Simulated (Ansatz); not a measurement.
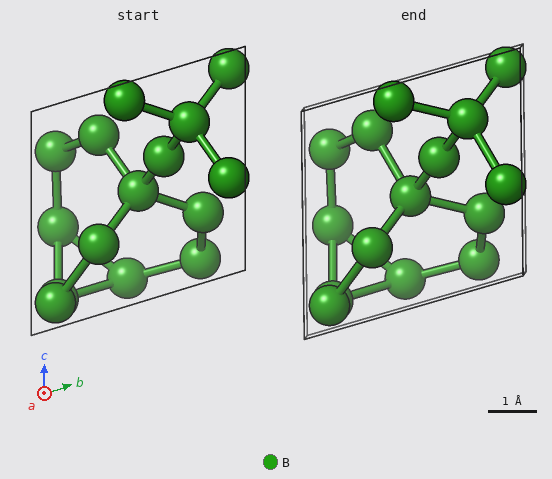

The structure of crystalline B (built on the database_166 type) (coarse preliminary run) before (left) and after (right) a relaxation, at one scale.

Style: ball-and-stick. Shown: the cell of the calculation (origin shifted), along the a axis.

Case: structure reported for this formula (R-3m, No. 166).

Theory: DFT r2SCAN, scalar-relativistic, plane waves, PAW in Ansatz 0.2.0.

Input
```yaml
crystal:
  lattice:
    - [2.7970008425, 1.6148491893, 4.0252]
    - [-2.7970008425, 1.6148491893, 4.0252]
    - [0.0, -3.2296983787, 4.0252]
  atoms:
    - { symbol: B, position: [0.5, 0.5, 0.5] }
    - { symbol: B, position: [0.8039, 0.3161, 0.8039] }
    - { symbol: B, position: [0.8039, 0.8039, 0.3161] }
    - { symbol: B, position: [0.3161, 0.8039, 0.8039] }
    - { symbol: B, position: [0.1961, 0.6839, 0.1961] }
    - { symbol: B, position: [0.6839, 0.1961, 0.1961] }
    - { symbol: B, position: [0.1961, 0.1961, 0.6839] }
    - { symbol: B, position: [0.006, 0.3295, 0.006] }
    - { symbol: B, position: [0.006, 0.006, 0.3295] }
    - { symbol: B, position: [0.3295, 0.006, 0.006] }
    - { symbol: B, position: [0.994, 0.6705, 0.994] }
    - { symbol: B, position: [0.6705, 0.994, 0.994] }
    - { symbol: B, position: [0.994, 0.994, 0.6705] }
    - { symbol: B, position: [0.6192, 0.6192, 0.6192] }
    - { symbol: B, position: [0.3808, 0.3808, 0.3808] }
basis:
  ecutwfc: 500
kpoints:
  mp_grid: { grid: [6, 6, 6] }
hamiltonian:
  xc: r2scan
scf:
  occupations: { method: gaussian, width: 0.1 }
  lower_state_search: "off"
output:
  forces: true
  stress: true
  eigenvalues: true
relax:
  adjacent_minimum: "off"
  f_tol: 0.04
  max_steps: 70
  cell: { stress_tol: 0.4 }
```

### Describe what moved and what it gained.

The largest moves relative to the cell, 0.18 Å, are those of B14 and B15. B14 goes along [1 1 1]. Cell: a = b = c 5.161 → 5.218 Å (+1.1 %), α 65.6° → 67.5°, β 65.6° → 67.5°, γ 65.6° → 67.5°. Volume +6.8 %. Among the contacts that change: B1–B14 1.439 → 1.613 Å, B2–B14 1.598 → 1.693 Å, B11–B12 1.810 → 1.892 Å, B2–B6 1.764 → 1.789 Å. Among the angles between lasting bonds that change: B13–B7–B15 119.5° → 109.9°, B1–B15–B5 99.6° → 91.7°, B8–B7–B15 121.4° → 127.2°. The space group stays R-3m (No. 166). The energy falls by 112 meV per atom in 5 accepted moves (6 points after the start). Largest force component: 5.1 eV/Å at the start, 0.01 eV/Å at the end. The pressure goes from 21.15 to 0.05 GPa. The SCF was repeated once at an unchanged geometry on a basis and grid sized afresh for the cell, which shifted the energy by 0.1 meV per atom at most. The run took roughly 2.2 core-minutes on a shared host.
